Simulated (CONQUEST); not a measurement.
# A series of single points on MoTe2

System: MoTe2 (P6₃/mmc, 12 atoms in the cell).
Method: Kohn-Sham DFT of a periodic cell, PBEsol, PseudoDojo NC PBEsol, no spin polarisation (CONQUEST 1.3).

The 7 runs differ only in the geometry, by an even scaling of the cell at fixed fractional positions. The structure derives from an entry of the Crystallography Open Database.

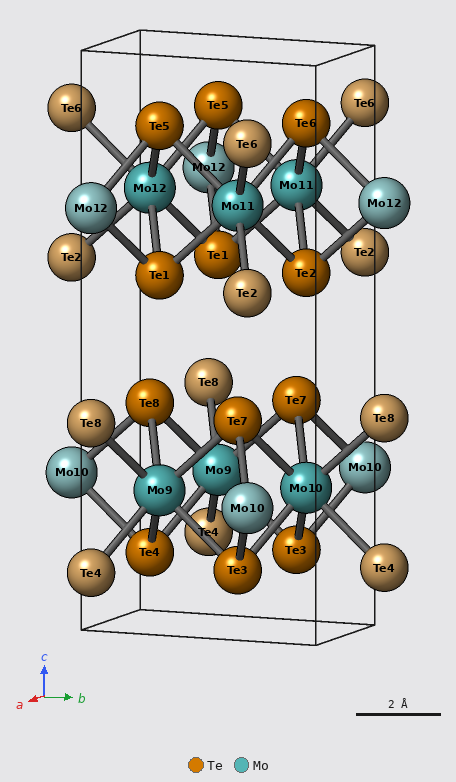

Figure 1. The structure of run 4 (ball-and-stick view of the cell of the calculation, seen slightly off an axis; neighbours outside the cell are drawn fainter; atoms are numbered from 1 in the order of the input). An atom can appear more than once, as a periodic image.

**Input of run 4**
```
IO.Title Te2Mo
IO.Coordinates coords.dat
IO.FractionalAtomicCoords T
IO.Iprint 2
IO.Iprint_init 1
General.NumberOfSpecies 2
General.PseudopotentialType hamann
AtomMove.TypeOfRun static
AtomMove.FullStress T
Grid.PointsAlongX 36
Grid.PointsAlongY 60
Grid.PointsAlongZ 144
DM.SolutionMethod diagon
Diag.MPMesh T
Diag.GammaCentred T
Diag.MPMeshX 8
Diag.MPMeshY 5
Diag.MPMeshZ 2
Diag.kT 0.00183747
minE.SCTolerance 1e-6
SC.MaxIters 100
IO.AtomChargeOutput T
SC.KerkerPreCondition T
SC.KerkerFactor 0.3
SC.LinearMixingFactor 0.3
%block ChemicalSpeciesLabel
1 127.600 Te
2 95.940 Mo
%endblock
```

Command:
```bash
OMP_NUM_THREADS=1 Conquest
```

Lattice vectors (Å) and fractional positions of run 4:
```
   3.518200    0.000000    0.000000
   0.000000    6.093701    0.000000
   0.000000    0.000000   13.973600
Te  0.000000  0.333333  0.621000
Te  0.500000  0.833333  0.621000
Te  0.000000  0.666667  0.121000
Te  0.500000  0.166667  0.121000
Te  0.000000  0.333333  0.879000
Te  0.500000  0.833333  0.879000
Te  0.000000  0.666667  0.379000
Te  0.500000  0.166667  0.379000
Mo  0.000000  0.333333  0.250000
Mo  0.500000  0.833333  0.250000
Mo  0.000000  0.666667  0.750000
Mo  0.500000  0.166667  0.750000
```

Run 5 has the same physical settings and fractional positions; its lattice vectors (Å) are:
```
   3.541500    0.000000    0.000000
   0.000000    6.134058    0.000000
   0.000000    0.000000   14.066143
```

**Results, with one run withheld**

```tsv
run	volume per atom (Å³)	free energy per atom, from the lowest run given (meV)	pressure (GPa)	gap on the mesh (eV)
1	23.467	50.07	9.58	0.66
2	23.966	25.00	6.52	0.67
3	24.466	8.72	3.89	0.68
4	24.965	0.00	1.69	0.69
5	25.464	?	?	?
6	25.963	3.26	−2.58	0.71
7	26.463	13.91	−4.16	0.72
```

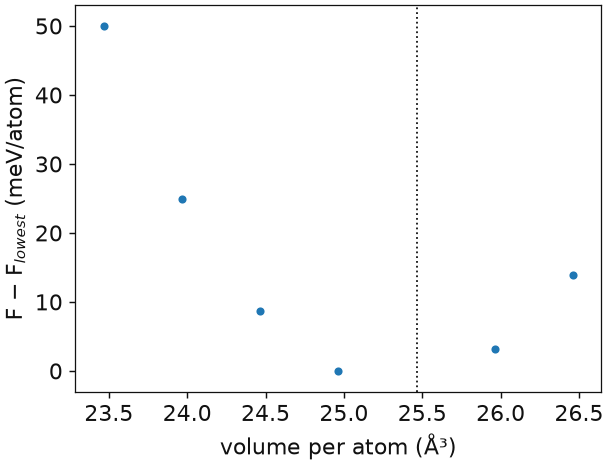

Figure 2. Free energy per atom of the runs given; the dotted line marks run 5.

Estimate the energy of run 5 from the others.

A cubic polynomial in V^(−2/3) (the Birch–Murnaghan form), fitted to the 6 runs given, misses them by at most 0.08 meV per atom. With x = V^(−2/3) − 0.11745 Å⁻², it reads F = 1.4434 + 4263.7 x + 1.4114e+06 x² − 2.2274e+05 x³ (meV per atom). At run 5 it gives −1.54 meV per atom, and the run itself gives −1.70. The slope of the fit gives a pressure −dF/dV of −0.55 GPa there, and the run prints −0.58 GPa. The fit has its minimum at 25.331 Å³ per atom, where V d²F/dV² gives 107 GPa. Cell shape and fractional positions are held, so this is the stiffness under even scaling; the relaxed bulk modulus wasn't computed and can be far lower in a crystal of layers, chains or molecules like this one. The gap on the mesh goes, without turning, from 0.66 eV in run 1 to 0.72 eV in run 7; run 5 has 0.71 eV. These are gaps of this functional on this mesh, which can miss the band edges; they aren't the measured gap.

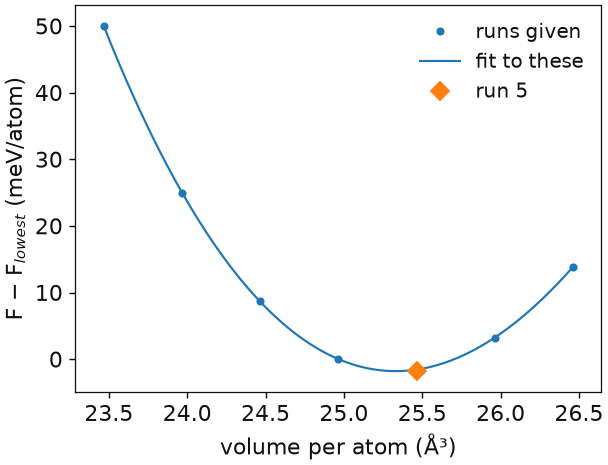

Figure 3. The fit and the withheld run.

**Some lines of the output (run 5)**
```
[...]
          DFT Total Energy                 :     -1118.497754550626723 Ha
          Free Energy (E-TS)               :     -1118.497768798732750 Ha
          DFT Total Energy                 :     -1118.497762479333460 Ha
          Free Energy (E-TS)               :     -1118.497768524026014 Ha
          DFT Total Energy                 :     -1118.497763061731121 Ha
          Free Energy (E-TS)               :     -1118.497767136980428 Ha
          DFT Total Energy                 :     -1118.497764423655781 Ha
          Free Energy (E-TS)               :     -1118.497767039453493 Ha
          DFT Total Energy                 :     -1118.497764468339483 Ha
          Free Energy (E-TS)               :     -1118.497766862313256 Ha
          DFT Total Energy                 :     -1118.497764369295510 Ha
      | Free Energy as E-TS      =     -1118.497766862313256 Ha
      |* DFT total energy        =     -1118.497764369295510 Ha
    force: Average pressure:     -0.57878190 GPa
```

Notes: With a small basis of atomic orbitals these values can differ much from converged plane-wave results.
